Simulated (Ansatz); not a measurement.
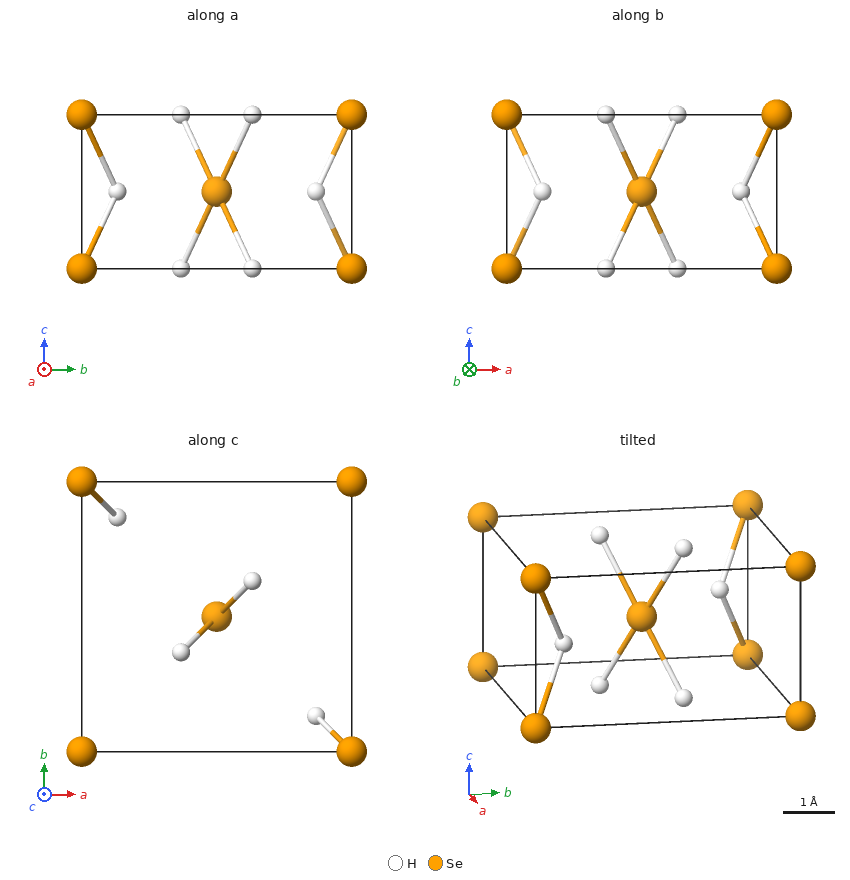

Structure drawing (ball-and-stick), viewed along the a axis, along the b axis, along the c axis and slightly off an axis. The conventional unit cell is outlined; an atom on or near a face, edge or corner is repeated at each equivalent position.

Lattice parameters: a = 5.2991 Å, b = 5.2991 Å, c = 3.0199 Å, α = 90.000°, β = 90.000°, γ = 90.000°.

> Transcribe the picture into a CIF in P1 with every atom of the cell, with free fractional coordinates to two decimals.

```cif
data_structure
_symmetry_space_group_name_H-M 'P 1'
_symmetry_Int_Tables_number 1
_cell_length_a 5.2991
_cell_length_b 5.2991
_cell_length_c 3.0199
_cell_angle_alpha 90.000
_cell_angle_beta 90.000
_cell_angle_gamma 90.000
_cell_volume 84.80
loop_
_atom_site_label
_atom_site_type_symbol
_atom_site_fract_x
_atom_site_fract_y
_atom_site_fract_z
_atom_site_occupancy
H1 H 0.37 0.37 0.00 1
H2 H 0.13 0.87 0.50 1
H3 H 0.63 0.63 0.00 1
H4 H 0.87 0.13 0.50 1
Se1 Se 0.00 0.00 0.00 1
Se2 Se 0.50 0.50 0.50 1
```

The cell started as a structure type filled with these elements by a generator (whether the compound takes this form wasn't checked). Atoms and cell were optimised with Ansatz 0.2.0, DFT PBE, scalar-relativistic, plane waves, PAW.
